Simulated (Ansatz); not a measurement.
# Run report: WSe$_{2}$, single-point calculation

The run: single-point calculation of WSe$_{2}$ (P1, 9 atoms in the cell). Method and program: DFT PBEsol, scalar-relativistic, plane waves, PAW, no spin polarisation (Ansatz 0.2.0).

The structure derives from a Materials Project entry. It belongs to a series of runs on one base structure; here: atom 5 (Se) moved +0.450 A along Cartesian [1 1 0]. Figures and captions count atoms from 1; the log counts them from 0 in places.

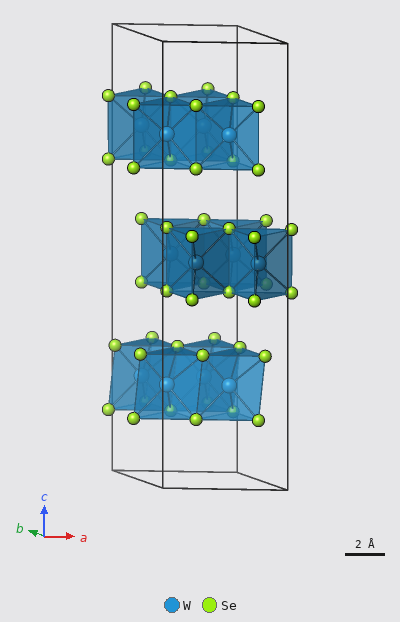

**Figure 1.** The structure as given in the input (polyhedral view of the 2 × 2 repeat of the cell, with the vacuum cut short, seen slightly off an axis; polyhedra are completed across the faces of the cell). An atom can appear more than once, as a periodic image.

Results in brief:

| quantity | value |
| --- | --- |
| outcome | converged |
| space group (tolerance 0.01 Å) | P1 (1) |
| electrons treated | 138 |
| free energy | −63319.2370 eV |
| Fermi energy | 7.514 eV |
| gap on the k-point mesh | 1.13 eV |
| pressure | 1.40 GPa |
| largest force (length of the vector) | 5.485 eV/Å |
| hardware | 2 threads of Arm Neoverse V2, 24 GiB of memory available, shared host |
| wall time | 2 min (CPU time 4.1 min) |
| peak memory | 1.3 GiB |

Remarks:

Warnings of the run: the exchange-correlation potential is rough where the density is thin. Spin–orbit coupling is left out, which matters for W.

Input:
```yaml
crystal:
  lattice:
    - [3.2709028599, 0.0, 0.0]
    - [-1.6354514299, 2.83268497, 0.0]
    - [0.0, 0.0, 29.1847504091]
  atoms:
    - { symbol: W, position: [0.6666666667, 0.3333333333, 0.0] }
    - { symbol: W, position: [0.3333333333, 0.6666666667, 0.7734641576] }
    - { symbol: W, position: [0.3333333333, 0.6666666667, 0.2265358424] }
    - { symbol: Se, position: [0.3333333333, 0.6666666667, 0.0573689705] }
    - { symbol: Se, position: [0.8201135294, 0.4456642331, 0.830840305] }
    - { symbol: Se, position: [0.6666666667, 0.3333333333, 0.2838341585] }
    - { symbol: Se, position: [0.3333333333, 0.6666666667, 0.9426310295] }
    - { symbol: Se, position: [0.6666666667, 0.3333333333, 0.7161658415] }
    - { symbol: Se, position: [0.6666666667, 0.3333333333, 0.169159695] }
basis:
  ecutwfc: 420
kpoints:
  mp_grid: { grid: [12, 12, 1] }
hamiltonian:
  xc: pbesol
scf:
  occupations: { method: gaussian, width: 0.05 }
output:
  forces: true
  stress: true
  eigenvalues: true
  write_density: true
  write_potential: true
  elf: true
  volumetric_format: npy
```

Run as:
```bash
ansatz run input.yaml --threads 2 --pin off --max-ram 5120MiB --backend cpu --events-out ev --progress --plain --runs-dir out
```

Log:
```
Engine: ansatz 0.2.0, aarch64-unknown-linux-gnu
Pseudopotentials: kind: paw
Pseudopotential: W, paw, valence charge 14, recommended cutoff 420 eV (normal), W.paw.azcp
Pseudopotential: Se, paw, valence charge 16, recommended cutoff 420 eV (normal), Se.paw.azcp
Functional definition: PBEsol
  exchange = pbesol_x
  correlation = pbesol_c
Crystal: 9 atoms, lattice volume = 270.409 Å³
Basis set: ecut = 420 eV, 5413 PW (Γ), exchange–correlation on 48×48×400 points (8 copies of the dense FFT grid, shifted against one another)
Bands: 83, of which v1, the nominal top of the filled ones, is band 69 counted from 1 (68 counted from 0)
Symmetry: 1 space group operations
Space group: P1 (ITA 1), of the structure as read, at distance tolerance 6.5e-5 Å
k-points: 74 of 144 (time reversal used)
Non-local potential: W, projectors of the file, l = 0: 3, l = 1: 2, l = 2: 2, l = 3: 1
Non-local potential: Se, projectors of the file, l = 0: 2, l = 1: 2, l = 2: 3, l = 3: 1
PAW form: soft (Blöchl's): semilocal exchange-correlation on the pseudo side does not see the compensation charge
PAW frozen core: W, regenerated for the run's functional, and the local potential with it (the file was generated under x = pbe(κ = 0.804, μ = 0.2195149727645171), c = pbe(β = 0.06672455060314922))
PAW frozen core: Se, regenerated for the run's functional, and the local potential with it (the file was generated under x = pbe(κ = 0.804, μ = 0.2195149727645171), c = pbe(β = 0.06672455060314922))
PAW one-centre angular grid: W, 590 points (default); XC on 64 Gauss nodes
PAW one-centre angular grid: Se, 590 points (default); XC on 64 Gauss nodes
Initial density: superposition of atomic densities (neutral atoms: chi_scale 0, normalization atom), corrected by the library's trained network
Initial wavefunctions: pseudopotential atomic-orbital guess
Functional: x = pbesol(κ = 0.804, μ = 0.12345679012345678), c = pbesol(β = 0.046)
SCF iter   1: F=—  HF=-63319.246454 eV  |F-HF|=—  |Δ(HF+E_count)|=         —  Δρ=4.58e-3  dr2=1.33e-1  ethr=1.77e-3  ⟨swp⟩=7.6  Hψ=23718  notcnv=0  defer=32
preconditioner: auto → Resta (q_TF=auto, 2.439 Å⁻¹)  ε∞=4.6  [insulator: Δε(μ)=0.999 eV  Ē_g=8.738 eV  σ=0.050 eV  W_gap=1.00  n_scr=76 (ndim 8)  ℏωp=16.6 eV  f_vac=0.342  D(μ)=0.00/eV (n_scr^D=0)  ε∞_Penn≈4.6  vacuum switching on, ρ_ref=5.5e-3 e/Å³]
SCF iter   2: F=—  HF=-63319.236887 eV  |F-HF|=—  |Δ(HF+E_count)|=   9.57e-3  Δρ=2.67e-3  dr2=2.71e-2  ethr=9.62e-5  ⟨swp⟩=2.0  Hψ=9501  notcnv=0  defer=435
SCF iter   3: F=—  HF=-63319.236066 eV  |F-HF|=—  |Δ(HF+E_count)|=   8.21e-4  Δρ=1.53e-3  dr2=5.31e-3  ethr=1.96e-5  ⟨swp⟩=2.0  Hψ=7491  notcnv=0  defer=435
SCF iter   4: F=—  HF=-63319.237248 eV  |F-HF|=—  |Δ(HF+E_count)|=   1.18e-3  Δρ=5.36e-4  dr2=1.63e-3  ethr=3.85e-6  ⟨swp⟩=2.3  Hψ=7391  notcnv=0  defer=435
SCF iter   5: F=—  HF=-63319.237255 eV  |F-HF|=—  |Δ(HF+E_count)|=   7.21e-6  Δρ=1.44e-4  dr2=1.18e-4  ethr=1.18e-6  ⟨swp⟩=2.0  Hψ=7170  notcnv=0  defer=435
SCF iter   6: F=—  HF=-63319.237276 eV  |F-HF|=—  |Δ(HF+E_count)|=   2.09e-5  Δρ=5.78e-5  dr2=3.11e-5  ethr=8.57e-8  ⟨swp⟩=2.8  Hψ=8097  notcnv=0  defer=435
SCF iter   7: F=—  HF=-63319.237034 eV  |F-HF|=—  |Δ(HF+E_count)|=   2.43e-4  Δρ=2.89e-5  dr2=6.92e-6  ethr=2.26e-8  ⟨swp⟩=2.0  Hψ=7409  notcnv=0  defer=435
SCF iter   8: F=—  HF=-63319.237035 eV  |F-HF|=—  |Δ(HF+E_count)|=   1.13e-6  Δρ=1.53e-5  dr2=2.77e-6  ethr=5.02e-9  ⟨swp⟩=2.0  Hψ=7621  notcnv=0  defer=435
SCF iter   9: F=—  HF=-63319.237035 eV  |F-HF|=—  |Δ(HF+E_count)|=   2.60e-7  Δρ=5.02e-6  dr2=1.90e-7  ethr=2.01e-9  ⟨swp⟩=2.0  Hψ=7049  notcnv=0  defer=435
SCF iter  10: F=—  HF=-63319.237035 eV  |F-HF|=—  |Δ(HF+E_count)|=   1.11e-7  Δρ=3.08e-6  dr2=1.15e-7  ethr=7.25e-11  ⟨swp⟩=19.3  Hψ=51307  notcnv=0
SCF iter  11: F=-63319.237035 eV  HF=-63319.237035 eV  |F-HF|=6.02e-9  |Δ(HF+E_count)|=   5.13e-9  Δρ=1.44e-6  dr2=1.42e-8  ethr=7.25e-11  ⟨swp⟩=10.8  Hψ=40311  notcnv=0
SCF 1 converged in 11 iterations: F = -63319.237035 eV  dr2 = 1.42e-8
  greatest PAW one-centre occupation: 1.000 electrons in one spin orbital (limit 2), on the Se atom at site 4 (counted from 0), in its partial waves of l = 2
```

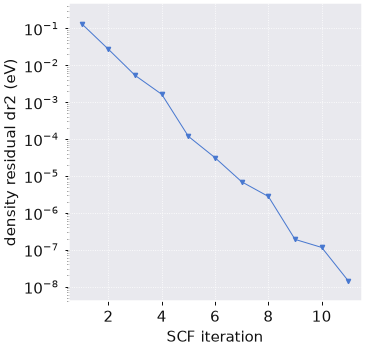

**Figure 2.** Convergence of the self-consistent field: density residual dr2 against the SCF iteration. The residual falls at every step.

```
WARN: The output density's exchange-correlation potential varies sharply where the density is thin. Do not read a vacuum level from v_tot or v_xc, or from such a field of the output density. On a cell that repeats whose density bears no net charge and no dipole along the vacuum's axis use v_es (v_loc + v_h of the components); under efield.dipole_correction with no amplitude use v_es + v_field, which holds any external_charges[].barrier, or the levels of the report's work_function block, which leave it out; under a non-zero efield.amplitude the vacuum is tilted and has no level; on a cell that repeats and bears such a dipole with no correction it is tilted too, and efield.dipole_correction with no amplitude gives each side of its ramp a level where efield: is served; in a cell that repeats whose density bears a net charge (total_charge, or a fill off its count) it is curved and has none; of a slab under crystal.periodic whose density bears no net charge use v_es, which has a level on each side, short of where the two are joined; of another it falls or rises all the way out and has none; of a slab beside external_charges read slab_vacuum_level instead, which it has where they leave it neutral. The grid or the basis barely resolves most such structure, and the values can differ between equally converged runs; as a rule a tighter scf.convergence.dr2_threshold does not remove it. Where the density itself ripples (under the LDA too) a higher basis.ecutwfc lessens it. The files hold the spikes' plane waves up to the density's cutoff. Files: v_tot_of_output_density and the like, and their columns of v_z.tsv (output.write_potential); v_xc_of_output_density and the like, and their columns of v_comp_z.tsv (output.write_potential_components). Measured: with its Gaussian average of σ = 0.25 Å subtracted twice, the exchange-correlation potential is over 0.1 eV at 852 of the grid points where the equally averaged density (valence and model cores) is under 1e-3 e/Å³, and 0.785 eV at the most among them, at an averaged density of 8.6e-8 e/Å³. See output.write_potential in the manual, Limitations
SCF converged after 11 iterations
Free energy (F): -63319.237035 eV
Harris-Foulkes:  -63319.237035 eV  (|F-HF|=6.02e-9)
Internal energy: -63319.237035 eV  (E = F + TS)
E sigma→0 (E₀):  -63319.237035 eV
Fermi energy:    7.514367 eV
--- Per-component energies (eV) ---
  E_band       = -3339.025722
  E_kinetic    = 2072.537644
  E_local      = -119974.064048  (includes V_loc(G=0)·N_el)
  E_nonlocal   = -3542.737243
  E_hartree    = 59246.321174
  E_xc         = -1419.788705
  E_vxc        = -1309.865745  (∫ρ·V_xc dr)
  E_paw        = -36516.961326  (= ΣΔE_a)
  E_vpaw       = 922.483817  (= ΣTr[D̂ρ^β])
  E_aug_tail   = -0.003825  (compensation charges beyond the density's cutoff)
  E_ewald      = 36808.743215
  E_core_change = 6.716079  (= ΣΔE_core)
  E_smearing   = -0.000000  (= −TS)
  E_closure    = 0.000000  (closes the sum)
  Σ components = -63319.237035   (vs F -63319.237035, Δ=0.00e0)
--- Forces (eV/Å), atoms counted from 1 ---
  atom   1  W      0.01362252     0.01109283    -0.00337525
  atom   2  W      3.76756174     2.77985449    -2.62387424
  atom   3  W     -0.00000773     0.00000714     0.00030152
  atom   4  Se    -0.00193732    -0.00125453     0.00094336
  atom   5  Se    -3.92157679    -2.71819933     2.70482379
  atom   6  Se    -0.00000174    -0.00000522    -0.00020877
  atom   7  Se     0.01645803     0.01416587     0.00708088
  atom   8  Se     0.12589926    -0.08563311    -0.08478824
  atom   9  Se    -0.00001506    -0.00002679    -0.00092183
  max |Σ_I F_I| component: 1.88e-5 eV/Å
--- Stress (GPa, compression-positive) ---
        1.479355       0.662061      -3.923702
        0.662061      -0.047523      -2.533444
       -3.923702      -2.533443       2.773867
  P = ⅓ Tr σ = 1.4019 GPa (14.019 kbar)
--- Band table (eV; the first three rows and the last of 74) ---
  k-point 0: bands = ["-67.1449", "-67.1382", "-67.0585", "-40.8789", "-40.8757", "-40.8388", "-40.8213", "-40.8209", "-40.8184", "-40.8183", "-40.8158", "-40.8097", "-40.8097", "-40.8031", "-40.7962", "-40.7962", "-40.7924", "-40.7920", "-40.7888", "-40.7888", "-40.7803", "-40.7803", "-40.7802", "-40.7762", "-40.7680", "-40.7629", "-40.7629", "-40.7516", "-40.7494", "-40.7490", "-40.7270", "-40.7123", "-40.7052", "-31.4559", "-31.4459", "-31.4391", "-31.2915", "-31.2907", "-31.2845", "-31.2845", "-31.2477", "-31.1826", "-8.2489", "-8.1741", "-8.1030", "-6.9989", "-6.8652", "-6.7621", "0.0537", "0.3951", "0.7307", "3.5671", "4.1484", "4.2754", "4.3956", "4.3958", "4.4042", "4.4042", "4.7942", "4.8932", "5.2843", "5.5517", "5.5520", "5.5732", "5.5734", "6.0960", "6.4499", "6.6854", "6.9520", "8.5364", "9.2931", "9.7697", "9.7703", "9.7961", "9.7966", "9.9324", "9.9329", "10.0124", "10.0128", "10.3236", "10.6421", "11.2722", "11.5979"]
  k-point 1: bands = ["-67.1441", "-67.1375", "-67.0577", "-40.8788", "-40.8756", "-40.8388", "-40.8213", "-40.8206", "-40.8184", "-40.8181", "-40.8157", "-40.8097", "-40.8094", "-40.8032", "-40.7962", "-40.7958", "-40.7925", "-40.7921", "-40.7890", "-40.7889", "-40.7804", "-40.7804", "-40.7801", "-40.7760", "-40.7678", "-40.7630", "-40.7629", "-40.7515", "-40.7492", "-40.7488", "-40.7270", "-40.7124", "-40.7050", "-31.4529", "-31.4423", "-31.4356", "-31.3079", "-31.3016", "-31.2953", "-31.2884", "-31.2540", "-31.1965", "-8.1423", "-8.0686", "-7.9964", "-6.9405", "-6.8084", "-6.7090", "0.1888", "0.5271", "0.8661", "3.4749", "3.9215", "4.0716", "4.0840", "4.1347", "4.4999", "4.5108", "4.6329", "4.7721", "5.0652", "5.3674", "5.3914", "5.5266", "5.7073", "6.0961", "6.2160", "6.6137", "6.8328", "8.5087", "9.2062", "9.5076", "9.5420", "9.5565", "9.6267", "9.7711", "9.8664", "9.9593", "9.9999", "10.1055", "10.5696", "11.5330", "11.8422"]
  k-point 2: bands = ["-67.1421", "-67.1354", "-67.0557", "-40.8786", "-40.8753", "-40.8386", "-40.8212", "-40.8198", "-40.8184", "-40.8172", "-40.8155", "-40.8097", "-40.8085", "-40.8033", "-40.7962", "-40.7950", "-40.7927", "-40.7923", "-40.7893", "-40.7890", "-40.7808", "-40.7805", "-40.7797", "-40.7756", "-40.7674", "-40.7634", "-40.7631", "-40.7512", "-40.7487", "-40.7484", "-40.7272", "-40.7127", "-40.7045", "-31.4452", "-31.4327", "-31.4259", "-31.3545", "-31.3482", "-31.3061", "-31.2992", "-31.2778", "-31.2275", "-7.8370", "-7.7658", "-7.6905", "-6.7729", "-6.6461", "-6.5567", "0.5644", "0.8895", "1.2371", "3.1367", "3.2874", "3.3146", "3.3493", "3.7023", "4.0157", "4.5463", "4.7877", "4.8059", "4.9379", "4.9672", "5.0931", "5.2900", "5.5152", "5.6882", "6.0379", "6.2972", "6.5130", "8.4976", "8.8080", "8.9319", "9.1630", "9.3596", "9.4490", "9.5448", "9.5576", "9.7000", "10.3442", "10.4270", "10.7269", "11.9551", "12.2749"]
  k-point 73: bands = ["-67.1336", "-67.1269", "-67.0472", "-40.8790", "-40.8725", "-40.8388", "-40.8214", "-40.8184", "-40.8162", "-40.8149", "-40.8136", "-40.8098", "-40.8049", "-40.8025", "-40.7962", "-40.7940", "-40.7929", "-40.7913", "-40.7907", "-40.7894", "-40.7821", "-40.7810", "-40.7780", "-40.7738", "-40.7657", "-40.7647", "-40.7636", "-40.7503", "-40.7466", "-40.7463", "-40.7280", "-40.7138", "-40.7025", "-31.5416", "-31.5352", "-31.4910", "-31.3929", "-31.3861", "-31.3761", "-31.3499", "-31.3432", "-31.2759", "-6.1534", "-6.0987", "-6.0570", "-5.9009", "-5.8623", "-5.8423", "0.1817", "0.2874", "0.3705", "1.3885", "1.4433", "1.5153", "2.2407", "2.4268", "2.6502", "3.7031", "3.7165", "3.7542", "4.4621", "4.5586", "4.6968", "5.2117", "5.6637", "5.7240", "5.8320", "5.9312", "6.8836", "8.9736", "9.2554", "9.2729", "9.4441", "9.5427", "9.6556", "9.7607", "10.2448", "10.7195", "10.9890", "11.1196", "11.2008", "11.3244", "11.3564"]
```

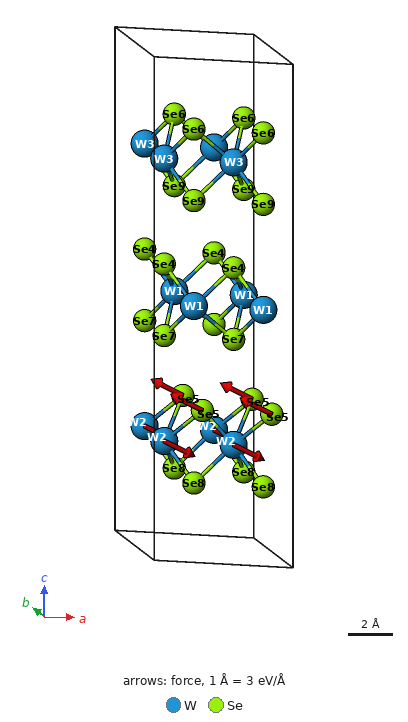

**Figure 3.** Forces on the atoms as red arrows (ball-and-stick view of the 2 × 2 repeat of the cell, with the vacuum cut short, seen slightly off an axis; atoms are numbered from 1 in the order of the input); the smallest are left out. The largest act on Se5 (5.48 eV/Å); W2 (5.37 eV/Å). The geometry is not a stationary point of this energy.

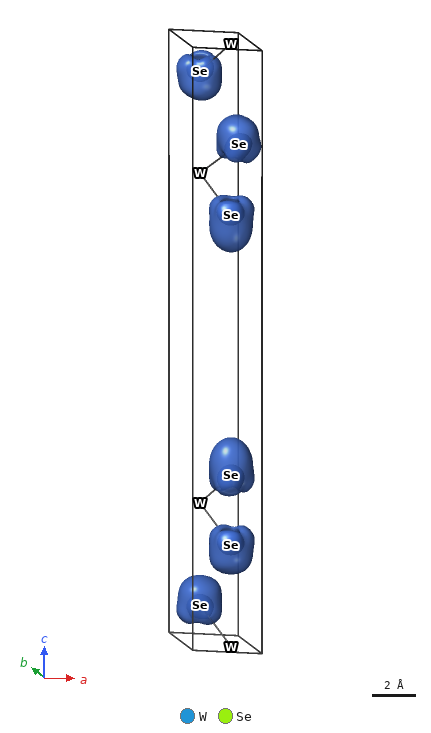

**Figure 4.** Isosurface of the ELF at 0.7 (blue), seen slightly off an axis. Core shells and regions of very low density are left out. Sticks mark near contacts. The outline is the cell set on symmetry axes. Values along the shortest contacts: W–Se (2.22 Å): the ELF is about 0.50 at the midpoint. W–Se (2.52 Å): the ELF is about 0.55 at the midpoint. Core electrons are frozen (PAW), so the fields are smoothed inside the atomic spheres.

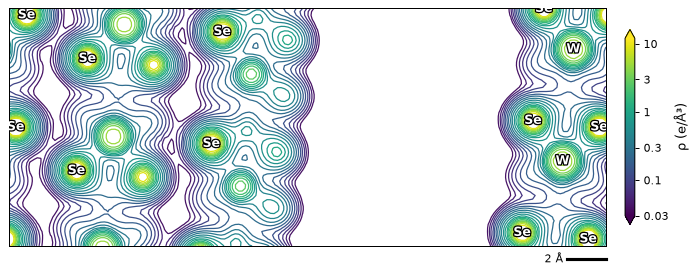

**Figure 5.** Valence charge density (pseudo) on the (111) plane of the conventional cell. W–Se (2.52 Å): ρ at the midpoint is about 0.56 e/Å³. The density dies away to nearly zero in the voids.
